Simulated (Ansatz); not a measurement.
# Thickness series of a NiSi2/Si/CoSi2 junction, part 2 of 7

How fast does the current through NiSi2/Si/CoSi2 fall with each added layer? The lower electrode is NiSi2 fluorite(111), the upper one CoSi2 fluorite(111); the barrier is Si diamond(111) (whole bilayers). In the first transport cell, after relaxation, the nearest pair of electrode and barrier is Si–Si at 2.36 Å, along the normal, at the lower face and Si–Si at 2.38 Å, along the normal, at the upper one. All share a net of side 3.84 Å, which strains the lower electrode by +0.0 %, the upper one by +1.3 % and the barrier by -0.7 %, against typed lattice constants near PBE's. The first steps treat the bulk electrodes alone.

Ansatz 0.2.0; PBE DFT, plane waves, PAW files (the session's first sound run).

So far: The starting structure; The strained electrode, electrode NiSi2 fluorite(111).

## 3. Layer spacing of the electrode, electrode CoSi2 fluorite(111)

System of this step: CoSi2. Symmetry: R-3m, No. 166, trigonal system. Conventional cell: a = 3.840 Å, b = 3.840 Å, c = 9.198 Å, α = 90.00°, β = 90.00°, γ = 120.00°. Nearest to Si lie 4 Co at 2.30 to 2.35 Å. Nearest to Co lie 8 Si at 2.30 to 2.35 Å. Farther neighbours are not listed.

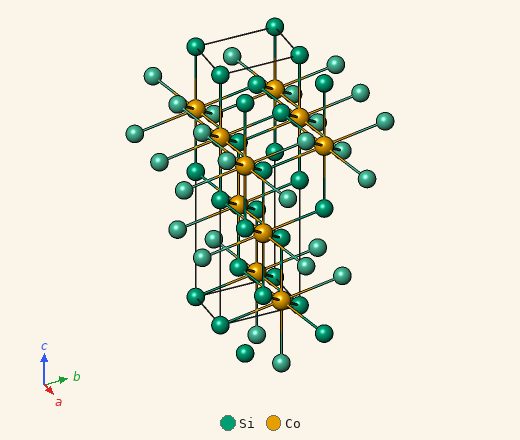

The cell of this step (silicon teal, cobalt orange). Bonds to atoms that aren't drawn are left out. 2×1×1 cells are drawn. Some periodic images of atoms are drawn too.

The electrode is held to the junction's net and relaxed along the normal; its spacing is used for the ideal lead layers.

The input, input.yaml:

```yaml
crystal:
  lattice:
    - [3.84, 0.0, 0.0]
    - [-1.92, 3.3255375505, 0.0]
    - [0.0, 0.0, 9.19821853]
  atoms:
    - { symbol: Si, position: [0.0, 0.0, 0.0] }
    - { symbol: Co, position: [0.3333333333, 0.6666666667, 0.0833333333] }
    - { symbol: Si, position: [0.6666666667, 0.3333333333, 0.1666666667] }
    - { symbol: Si, position: [0.3333333333, 0.6666666667, 0.3333333333] }
    - { symbol: Co, position: [0.6666666667, 0.3333333333, 0.4166666667] }
    - { symbol: Si, position: [0.0, 0.0, 0.5] }
    - { symbol: Si, position: [0.6666666667, 0.3333333333, 0.6666666667] }
    - { symbol: Co, position: [0.0, 0.0, 0.75] }
    - { symbol: Si, position: [0.3333333333, 0.6666666667, 0.8333333333] }
kpoints:
  mp_grid: { grid: [12, 12, 3] }
scf:
  occupations: { method: fermi_dirac, width: 0.1 }
  max_iter: 150
hamiltonian:
  xc: pbe
relax:
  f_tol: 0.01
  max_steps: 40
  cell: { fix: [a, b, angles] }
```

On the command line:

```console
ansatz run input.yaml --threads 8 --pin off --max-ram 24576MiB --backend cpu --events-out ev --progress --plain --runs-dir out
```

Numbers of over 12 decimals in the logs are rounded to 6 here.

The program printed:

```text
[...]
Crystal: 9 atoms, lattice volume = 117.462 Å³
Basis set: ecut = 420 eV, 2275 PW (Γ), exchange–correlation on 54×54×128 points (8 copies of the dense FFT grid, shifted against one another)
Bands: 47, of which v1, the nominal top of the filled ones, is band 38 counted from 1 (37 counted from 0)
Symmetry: 36 space group operations
[...]
k-points: 50 of 432
[...]
SCF iter   1: F=—  HF=-19197.546796 eV  |F-HF|=—  |Δ(HF+E_count)|=         —  Δρ=4.36e-3  dr2=2.38e-2  ethr=1.77e-3  ⟨swp⟩=7.5  Hψ=9909  notcnv=0  defer=9
[...]
SCF iter   9: F=-19197.546688 eV  HF=-19197.546688 eV  |F-HF|=2.47e-8  |Δ(HF+E_count)|=   7.13e-9  Δρ=5.97e-6  dr2=2.86e-8  ethr=1.33e-10  ⟨swp⟩=3.9  Hψ=6701  notcnv=0
SCF 1 converged in 9 iterations: F = -19197.546688 eV  dr2 = 2.86e-8
[...]
relax step   1: F+E_penalty+E_count = -19197.54668815 eV  Δ(F+E_penalty+E_count) = +0.000e0 eV  max|allowed force component| = 2.278e-1 eV/Å  Δτ_max = 0.0000 Å  P = -2.777 GPa  Ω = 117.462 Å³  fix = [a, b, alpha, beta, gamma]  reactions: a -4.967, b -4.967 GPa  (9 SCF iters, dr2 threshold 1.00e-7 eV, accepted)
Crystal: 9 atoms, lattice volume = 117.470 Å³
[...]
SCF iter   6: F=-19197.554999 eV  HF=-19197.554999 eV  |F-HF|=8.37e-11  |Δ(HF+E_count)|=   1.03e-9  Δρ=9.25e-7  dr2=7.13e-10  ethr=1.06e-11  ⟨swp⟩=1.2  Hψ=6158  notcnv=0
SCF 2 converged in 6 iterations: F = -19197.554999 eV  dr2 = 7.13e-10
relax step   2: F+E_penalty+E_count = -19197.55499907 eV  Δ(F+E_penalty+E_count) = -8.311e-3 eV  max|allowed force component| = 1.411e-1 eV/Å  Δτ_max = 0.0075 Å  P = -2.832 GPa  Ω = 117.470 Å³  energy of the carried Pulay correction = -3.355e-6 eV  fix = [a, b, alpha, beta, gamma]  reactions: a -4.714, b -4.714 GPa  (6 SCF iters, dr2 threshold 9.00e-7 eV, accepted)
Crystal: 9 atoms, lattice volume = 117.343 Å³
[...]
SCF iter   6: F=-19197.560207 eV  HF=-19197.560207 eV  |F-HF|=4.61e-9  |Δ(HF+E_count)|=   1.14e-8  Δρ=2.42e-6  dr2=1.06e-8  ethr=7.90e-11  ⟨swp⟩=2.0  Hψ=7049  notcnv=0
SCF 3 converged in 6 iterations: F = -19197.560207 eV  dr2 = 1.06e-8
relax step   3: F+E_penalty+E_count = -19197.56020690 eV  Δ(F+E_penalty+E_count) = -5.208e-3 eV  max|allowed force component| = 6.067e-4 eV/Å  Δτ_max = 0.0134 Å  P = -2.685 GPa  Ω = 117.343 Å³  energy of the carried Pulay correction = +5.120e-5 eV  fix = [a, b, alpha, beta, gamma]  reactions: a -4.162, b -4.162 GPa  (6 SCF iters, dr2 threshold 9.00e-7 eV, accepted)
[...]
relax step   4: F+E_penalty+E_count = -19197.56021800 eV  Δ(F+E_penalty+E_count) = -1.110e-5 eV  max|allowed force component| = 8.107e-4 eV/Å  Δτ_max = 0.0010 Å  P = -2.886 GPa  Ω = 117.483 Å³  energy of the carried Pulay correction = -9.109e-6 eV  fix = [a, b, alpha, beta, gamma]  reactions: a -4.272, b -4.272 GPa  (6 SCF iters, dr2 threshold 1.80e-7 eV, accepted)
[...]
relax step   5: F+E_penalty+E_count = -19197.56024996 eV  Δ(F+E_penalty+E_count) = -3.196e-5 eV  max|allowed force component| = 3.136e-4 eV/Å  Δτ_max = 0.0003 Å  P = -2.826 GPa  Ω = 117.441 Å³  energy of the carried Pulay correction = +9.105e-6 eV  fix = [a, b, alpha, beta, gamma]  reactions: a -4.240, b -4.240 GPa  (6 SCF iters, dr2 threshold 3.27e-8 eV, accepted)
[...]
SCF iter   8: F=-19197.560234 eV  HF=-19197.560234 eV  |F-HF|=1.09e-11  |Δ(HF+E_count)|=  3.64e-12  Δρ=6.37e-9  dr2=2.65e-14  ethr=1.00e-12  ⟨swp⟩=1.1  Hψ=4927  notcnv=0
SCF 6 converged in 8 iterations: F = -19197.560234 eV  dr2 = 2.65e-14
relax step   6: F+E_penalty+E_count = -19197.56023418 eV  Δ(F+E_penalty+E_count) = +1.578e-5 eV  max|allowed force component| = 3.140e-4 eV/Å  Δτ_max = 0.0000 Å  P = -2.826 GPa  Ω = 117.441 Å³  fix = [a, b, alpha, beta, gamma]  reactions: a -4.241, b -4.241 GPa  stress off target by 3.86e-3 GPa on what of the cell is left free  SCF on the basis re-selected at this cell (its energy is not comparable with the rows above)  (8 SCF iters)
basis re-selected at this cell: Δ(F+E_penalty+E_count) = +1.578e-5 eV, ΔP = -0.000 GPa vs the last step (what re-selecting the basis moved, of the pressure what is left beyond the Pulay correction that the steps carried, after the strain that the cell walked since its last selection, with what the two solves' SCF thresholds leave and, on support functions, any second-order correction that the steps lacked; it is no m [...]
SCF converged after 8 iterations
Free energy (F): -19197.560234 eV
[...]
Internal energy: -19197.460645 eV  (E = F + TS)
E sigma→0 (E₀):  -19197.510439 eV
Entropy (-TS):   -0.099590 eV (-11.066 meV/atom)
Fermi energy:    12.571349 eV
[...]
--- Forces (eV/Å), atoms counted from 1 ---
  atom   1  Si     0.00000000    -0.00000000    -0.00031402
  atom   2  Co    -0.00000000     0.00000000     0.00000000
  atom   3  Si     0.00000000     0.00000000     0.00031402
  atom   4  Si     0.00000000    -0.00000000    -0.00031402
  atom   5  Co     0.00000000     0.00000000     0.00000000
  atom   6  Si     0.00000000     0.00000000     0.00031402
  atom   7  Si     0.00000000    -0.00000000    -0.00031402
  atom   8  Co    -0.00000000    -0.00000000     0.00000000
  atom   9  Si    -0.00000000     0.00000000     0.00031402
  max |Σ_I F_I| component: 5.55e-17 eV/Å
--- Stress (GPa, compression-positive) ---
       -4.240594      -0.000000       0.000000
        0.000000      -4.240594      -0.000000
        0.000000      -0.000000       0.003859
  P = ⅓ Tr σ = -2.8258 GPa (-28.258 kbar)
--- Relaxed structure (5 steps of the walk, 5 accepted, 1 SCFs on fresh bases) ---
[...]
cell:  # Å, volume = 117.4406 Å³
    - [3.840000, 0, 0]
    - [-1.920000, 3.325538, 0]
    - [0, 0, 9.196558]
  atoms:
    - { symbol: Si, position: [6.709822412596438e-19, 0, 0.00218504] }
    - { symbol: Co, position: [0.333333, 0.666667, 0.083333] }
    - { symbol: Si, position: [0.666667, 0.333333, 0.164482] }
    - { symbol: Si, position: [0.333333, 0.666667, 0.335518] }
    - { symbol: Co, position: [0.666667, 0.333333, 0.416667] }
    - { symbol: Si, position: [-6.709822412596439e-19, 0, 0.497815] }
    - { symbol: Si, position: [0.666667, 0.333333, 0.668852] }
    - { symbol: Co, position: [0, 0, 0.75] }
    - { symbol: Si, position: [0.333333, 0.666667, 0.831148] }
```

It took 12 s on 8 threads of Arm Neoverse V2, shared host; peak memory 0.7 GiB; 86 s of CPU time.

This run has no spin polarisation, although Co can carry a moment.

Step by step:

```csv
step,energy less that of the first step (eV),largest force component (eV/Å),pressure (GPa),volume (Å³)
1,0.0000,0.2278,-2.78,117.46
2,-0.0083,0.1411,-2.83,117.47
3,-0.0135,0.0006,-2.69,117.34
4,-0.0135,0.0008,-2.89,117.48
5,-0.0136,0.0003,-2.83,117.44
6*,-0.0135,0.0003,-2.83,117.44
```

Relaxation steps marked * repeat the geometry before them on a plane-wave basis chosen anew for their cell, so energy and pressure can jump there.

Forces are held to the 36 operations that the run works with; a distortion that breaks them can't arise in this run.

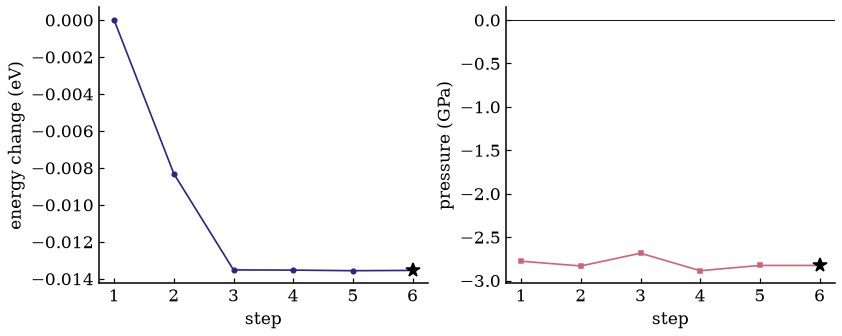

Energy and pressure along the relaxation. Stars mark steps on a basis chosen anew.

```csv
"conventional cell, symmetrised",before,after,change
a (Å),3.840,3.840,-0.0 %
b (Å),3.840,3.840,-0.0 %
c (Å),9.198,9.197,-0.0 %
volume (Å³/atom),13.05,13.05,-0.0 %
```

The atoms that moved most (Å, as changes of fractional coordinates times the final cell):

```csv
atom,dx,dy,dz,length
Si4,0.000,0.000,0.020,0.020
Si1,0.000,0.000,0.020,0.020
Si3,0.000,0.000,-0.020,0.020
Si6,0.000,0.000,-0.020,0.020
Si7,0.000,0.000,0.020,0.020
Si9,0.000,0.000,-0.020,0.020
```

Numbers from this step:

* free energy: -19197.5602 eV
* Fermi energy: 12.57 eV
* pressure: -2.826 GPa

The relaxation ends with a largest force component of 3.1e-4 eV/Å.

(Continued in part 3 of 7.)

[Logs are printed without paths, hosts, clocks, repeated set-up lines and the standing remarks that a program may print on its own settings, such as how far it seeks lower states.]

[Hosts, paths, dates, database ids (printed as entryN), source tags and the programs' standing remarks are cut or masked in the printed files.]
